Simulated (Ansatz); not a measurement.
## What a change does: single-point calculation on WSi$_{6}$

System: WSi$_{6}$ (slab, 7 atoms in the cell).
Method of the first run: DFT PBEsol, scalar-relativistic, plane waves, PAW, spin-polarised (Ansatz 0.2.0).

The structure derives from a Materials Project entry. Text and figures count atoms from 1; the logs count them from 0 in places.

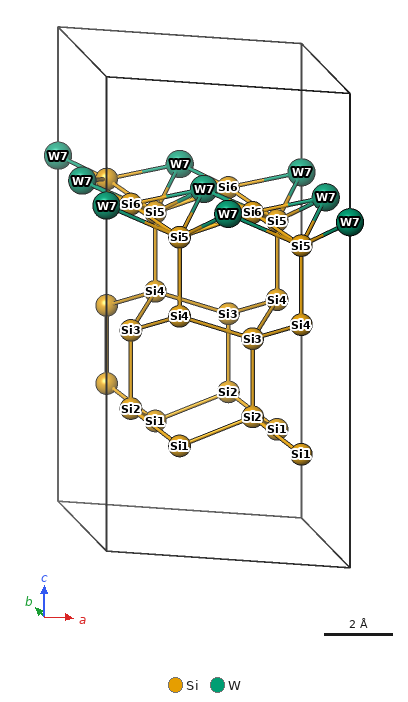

Figure 1. The structure (ball-and-stick view of the 2 × 2 repeat of the cell, with the vacuum cut short, seen slightly off an axis; atoms are numbered from 1 in the order of the input). An atom can appear more than once, as a periodic image. Near neighbours in the periodic cell (some may lie outside the picture): Si has 3 Si at 2.35 Å; Si has 4 Si at 2.34 to 2.39 Å; Si has 4 Si at 2.31 to 2.39 Å and 3 W at 2.44 Å; Si has 3 Si at 2.31 Å and 3 W at 2.24 Å; W has 6 Si at 2.24 to 2.44 Å.

## Input file, the first run
```yaml
crystal:
  lattice:
    - [3.8248883545, 0.0, 0.0]
    - [-1.9124441773, 3.3124504817, 0.0]
    - [0.0, 0.0, 26.1211317213]
  atoms:
    - { symbol: Si, position: [0.6666666667, 0.3333333333, 0.325407034] }
    - { symbol: Si, position: [0.3333333333, 0.6666666667, 0.3559122531] }
    - { symbol: Si, position: [0.3333333333, 0.6666666667, 0.44646421] }
    - { symbol: Si, position: [0.6666666667, 0.3333333333, 0.4756407863] }
    - { symbol: Si, position: [0.6666666667, 0.3333333333, 0.5672640819] }
    - { symbol: Si, position: [0.3333333333, 0.6666666667, 0.592936641] }
    - { symbol: W, position: [1.0, 1.0, 0.6071945718], spin: 4.0 }
basis:
  ecutwfc: 420
kpoints:
  mp_grid: { grid: [9, 9, 1] }
hamiltonian:
  xc: pbesol
scf:
  occupations: { method: gaussian, width: 0.05 }
output:
  forces: true
  stress: true
  eigenvalues: true
  populations: true
  write_density: true
  write_potential: true
  elf: true
  volumetric_format: npy
magnetization:
  spin_polarized: true
efield:
  axis: 3
  dipole_correction: true
  ramp_width: 0.04
```

Command:
```bash
ansatz run input.yaml --threads 1 --pin off --max-ram 2560MiB --backend cpu --events-out ev --progress --plain --runs-dir out
```

Hardware: 1 thread of Arm Neoverse V2, 24 GiB of memory available, shared host.

## Output, shortened to warnings, some set-up lines, iterations and results (the first run)
```
WARN: The output density's exchange-correlation potential varies sharply where the density is thin. Do not read a vacuum level from v_tot or v_xc, or from such a field of the output density. On a cell that repeats whose density bears no net charge and no dipole along the vacuum's axis use v_es (v_loc + v_h of the components); under efield.dipole_correction with no amplitude use v_es + v_field, …
Basis set: ecut = 420 eV, 6459 PW (Γ), exchange–correlation on 54×54×360 points (8 copies of the dense FFT grid, shifted against one another)
Symmetry: 6 space group operations
k-points: 12 of 81 (time reversal used)
Initial density: superposition of atomic densities (neutral atoms: chi_scale 0, normalization atom)
[...]
SCF iter   1: F=—  HF=-13982.390667 eV  |F-HF|=—  |Δ(HF+E_count)|=         —  Δρ=3.44e-2 (↑3.03e-2 ↓3.44e-2)  dr2=2.17e1  dr2_m=2.18e0  M=0.485 μB ∫|m|=0.677 μB  β_m=0.34  …
SCF iter   2: F=—  HF=-13981.173961 eV  |F-HF|=—  |Δ(HF+E_count)|=    1.22e0  Δρ=2.31e-2 (↑2.12e-2 ↓2.31e-2)  dr2=1.24e1  dr2_m=1.00e0  M=0.388 μB ∫|m|=0.645 μB  β_m=0.30  …
SCF iter   3: F=—  HF=-13980.213997 eV  |F-HF|=—  |Δ(HF+E_count)|=   9.60e-1  Δρ=9.81e-3 (↑9.81e-3 ↓9.62e-3)  dr2=1.88e1  dr2_m=1.45e-2  M=-0.068 μB ∫|m|=0.153 μB  β_m=0.42  …
SCF iter   4: F=—  HF=-13979.895797 eV  |F-HF|=—  |Δ(HF+E_count)|=   3.18e-1  Δρ=4.40e-3 (↑4.40e-3 ↓3.92e-3)  dr2=8.09e-1  dr2_m=9.09e-3  M=0.175 μB ∫|m|=0.401 μB  β_m=0.47  …
SCF iter   5: F=—  HF=-13979.846842 eV  |F-HF|=—  |Δ(HF+E_count)|=   4.90e-2  Δρ=3.59e-3 (↑3.59e-3 ↓2.67e-3)  dr2=3.11e-1  dr2_m=1.32e-2  M=-0.012 μB ∫|m|=0.288 μB  β_m=0.30  …
[... 38 lines ...]
SCF iter  44: F=—  HF=-13979.885620 eV  |F-HF|=—  |Δ(HF+E_count)|=   2.89e-8  Δρ=2.53e-6 (↑2.53e-6 ↓2.08e-6)  dr2=9.33e-8  dr2_m=6.18e-9  M=0.841 μB ∫|m|=0.881 μB  β_m=1.00  …
SCF iter  45: F=—  HF=-13979.885620 eV  |F-HF|=—  |Δ(HF+E_count)|=   5.56e-8  Δρ=2.22e-6 (↑1.44e-6 ↓2.22e-6)  dr2=5.37e-8  dr2_m=5.37e-9  M=0.841 μB ∫|m|=0.880 μB  β_m=1.00  …
SCF iter  46: F=—  HF=-13979.885620 eV  |F-HF|=—  |Δ(HF+E_count)|=   1.86e-8  Δρ=4.25e-7 (↑3.73e-7 ↓4.25e-7)  dr2=2.59e-9  dr2_m=1.34e-10  M=0.841 μB ∫|m|=0.881 μB  β_m=1.00  …
SCF iter  47: F=-13979.885620 eV  HF=-13979.885620 eV  |F-HF|=8.73e-11  |Δ(HF+E_count)|=   1.05e-9  Δρ=2.45e-7 (↑2.45e-7 ↓2.36e-7)  dr2=9.28e-10  dr2_m=2.77e-11  M=0.841 μB …
SCF 1 converged in 47 iterations: F = -13979.885620 eV  dr2 = 9.28e-10
at 4 of the mixer's solves, the last at iteration 31, it left a direction of its history that read negative out of its fit and stepped the other way along it
WARN: The output density's exchange-correlation potential varies sharply where the density is thin. Do not read a vacuum level from v_tot or v_xc, or from such a field of the output density. On a cell that repeats whose density bears no net charge and no dipole along the vacuum's axis use v_es …
this state was not tested for a lower state beside it, because the mixer in use, unlike msr1, does not test its closes by its own steps (another_mixer; see scf.mixing.algorithm and scf.lower_state_search)
SCF converged after 47 iterations
[...]
```

The input of the second run differs as follows (lines with − go, lines with + come):
```diff
-    - { symbol: W, position: [1.0, 1.0, 0.6071945718], spin: 4.0 }
+    - { symbol: W, position: [1.0, 1.0, 0.63016448], spin: 4.0 }
```

How does the second run compare with the first run?

With the same functional and potentials, the second run lies 40.0 meV per atom lower. The net moment of the cell goes from 0.84 to 0.15 μB. The largest force goes from 3.984 to 1.515 eV/Å. The work function goes from 4.35 to 4.27 eV.

## Output, shortened to warnings, some set-up lines, iterations and results (the second run)
```
WARN: The output density's exchange-correlation potential varies sharply where the density is thin. Do not read a vacuum level from v_tot or v_xc, or from such a field of the output density. On a cell that repeats whose density bears no net charge and no dipole along the vacuum's axis use v_es (v_loc + v_h of the components); under efield.dipole_correction with no amplitude use v_es + v_field, …
Basis set: ecut = 420 eV, 6459 PW (Γ), exchange–correlation on 54×54×360 points (8 copies of the dense FFT grid, shifted against one another)
Symmetry: 6 space group operations
k-points: 12 of 81 (time reversal used)
Initial density: superposition of atomic densities (neutral atoms: chi_scale 0, normalization atom)
[...]
SCF iter   1: F=—  HF=-13982.800630 eV  |F-HF|=—  |Δ(HF+E_count)|=         —  Δρ=3.21e-2 (↑3.21e-2 ↓2.80e-2)  dr2=9.78e0  dr2_m=1.94e0  M=0.441 μB ∫|m|=1.083 μB  β_m=0.34  …
SCF iter   2: F=—  HF=-13981.415126 eV  |F-HF|=—  |Δ(HF+E_count)|=    1.39e0  Δρ=2.25e-2 (↑2.25e-2 ↓1.95e-2)  dr2=4.88e0  dr2_m=9.72e-1  M=0.253 μB ∫|m|=1.025 μB  β_m=0.59  …
SCF iter   3: F=—  HF=-13980.185485 eV  |F-HF|=—  |Δ(HF+E_count)|=    1.23e0  Δρ=4.27e-3 (↑4.27e-3 ↓3.09e-3)  dr2=9.45e-1  dr2_m=1.57e-2  M=0.083 μB ∫|m|=0.949 μB  β_m=0.71  …
SCF iter   4: F=—  HF=-13980.158939 eV  |F-HF|=—  |Δ(HF+E_count)|=   2.65e-2  Δρ=1.76e-3 (↑1.76e-3 ↓1.74e-3)  dr2=1.13e-1  dr2_m=2.40e-3  M=0.137 μB ∫|m|=1.079 μB  β_m=0.65  …
SCF iter   5: F=—  HF=-13980.154176 eV  |F-HF|=—  |Δ(HF+E_count)|=         —  Δρ=9.27e-4 (↑7.37e-4 ↓9.27e-4)  dr2=6.24e-3  dr2_m=1.65e-3  M=0.121 μB ∫|m|=1.164 μB  β_m=0.65  …
[... 11 lines ...]
SCF 1 converged in 16 iterations: F = -13980.165822 eV  dr2 = 2.65e-9
SCF iter   1: F=—  HF=-13980.165822 eV  |F-HF|=—  |Δ(HF+E_count)|=         —  Δρ=2.07e-7 (↑2.07e-7 ↓1.70e-7)  dr2=2.65e-9  dr2_m=3.42e-11  M=0.146 μB ∫|m|=1.610 μB  …
SCF iter   2: F=—  HF=-13980.440271 eV  |F-HF|=—  |Δ(HF+E_count)|=   2.74e-1  Δρ=9.55e-3 (↑9.55e-3 ↓2.88e-3)  dr2=1.36e1  dr2_m=4.24e-2  M=0.571 μB ∫|m|=1.112 μB  …
SCF iter   3: F=—  HF=-13980.170334 eV  |F-HF|=—  |Δ(HF+E_count)|=   2.70e-1  Δρ=7.99e-4 (↑6.36e-4 ↓7.99e-4)  dr2=1.91e-1  dr2_m=4.60e-4  M=0.271 μB ∫|m|=1.809 μB  …
SCF iter   4: F=—  HF=-13980.166324 eV  |F-HF|=—  |Δ(HF+E_count)|=   4.01e-3  Δρ=4.28e-4 (↑4.28e-4 ↓2.53e-4)  dr2=2.23e-2  dr2_m=4.15e-5  M=0.172 μB ∫|m|=1.619 μB  …
an SCF along what the orbitals of the run's state read of its open shells (or to have them read: on a GPU, or by another smearing), with the run's symmetry operations kept, reached no lower state that the run goes on to. This is no proof of a minimum
WARN: The output density's exchange-correlation potential varies sharply where the density is thin. Do not read a vacuum level from v_tot or v_xc, or from such a field of the output density. On a cell that repeats whose density bears no net charge and no dipole along the vacuum's axis use v_es …
SCF converged after 16 iterations
Magnetization: 0.1458 μB (19.0729 up, 18.9271 down)
[...]
```

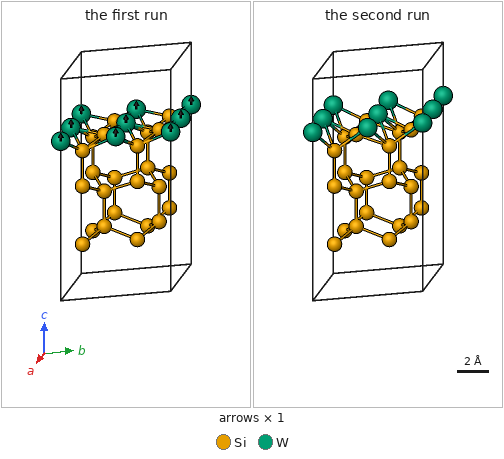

Figure 2. The two input geometries at one scale (ball-and-stick view of the 2 × 2 repeat of the cell, with the vacuum cut short, seen slightly off an axis). The black arrows on the first give the shifts of the atoms relative to the cell, at true length. The largest move is that of the W atom, 0.60 Å. Si stays in place. The lattice vectors keep their values. Among the contacts that change: Si–W 2.442 → 2.752 Å, Si–W 2.239 → 2.413 Å.

## The two runs side by side

| quantity | the first run | the second run |
| --- | --- | --- |
| outcome | converged | converged |
| free energy per atom (eV) | −1997.1265 | −1997.1665 |
| energy per atom, smearing taken to zero (eV) | −1997.1263 | −1997.1662 |
| gap on the mesh (eV) | 0.00 | 0.00 |
| net moment of the cell (μB) | 0.84 | 0.15 |
| absolute moment of the cell (μB) | 0.88 | 1.61 |
| work function (eV) | 4.35 | 4.27 |
| largest force (eV/Å) | 3.984 | 1.515 |
| SCF iterations | 47 | – |
| irreducible k-points | 12 | 12 |
| plane waves at Γ | 6459 | 6459 |
| wall time (shared host) | 88 s | 89 s |

For both runs: Spin–orbit coupling is left out, which matters for W. For the first run: Warnings: the state was not tested for a lower one; the exchange-correlation potential is rough where the density is thin. For the second run: Warnings: the exchange-correlation potential is rough where the density is thin.
